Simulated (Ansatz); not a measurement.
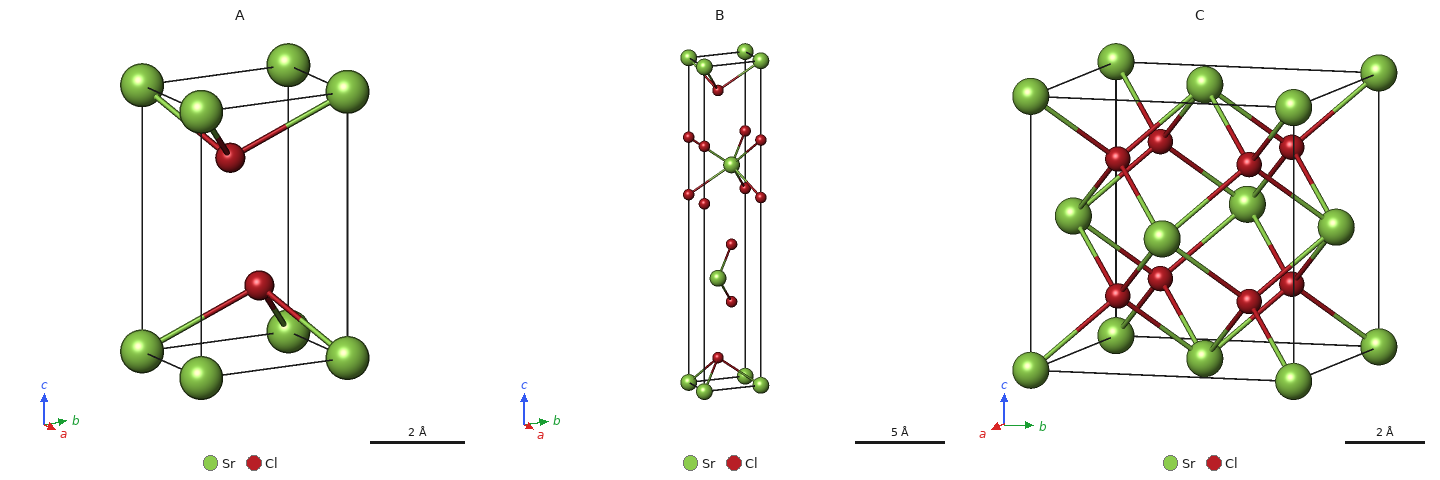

Three structures of SrCl2, each relaxed to rest (conventional cells in solid outline, small ones repeated, each panel with its own scale). Method: Ansatz, DFT, PBE, plane waves, PAW, without spin polarisation.

Question: Name the structure in each panel.

Answer: A: cadmium iodide (CdI₂, 1T) type, P-3m1; B: 9 atoms a cell on a rhombohedral (trigonal R) lattice, R3m; C: fluorite (CaF₂ type), Fm-3m.

Question: Rank them by energy, lowest first.

Answer: C, then A (+55 meV/atom) and B (+204 meV/atom), energies at zero smearing.

Question: Collect the results in a table.

Answer:
| panel | structure | E − E(lowest) (meV/atom) | volume (Å³/atom) | gap (eV) |
| --- | --- | --- | --- | --- |
| C | Fm-3m | 0 | 29.1 | 5.24 |
| A | P-3m1 | 55 | 34.3 | 5.00 |
| B | R3m | 204 | 32.3 | 4.15 |

Some of these may be structure types tried for this composition rather than known phases, and the most stable form need not be among them. Gaps are taken on the k-mesh or band path of each run.
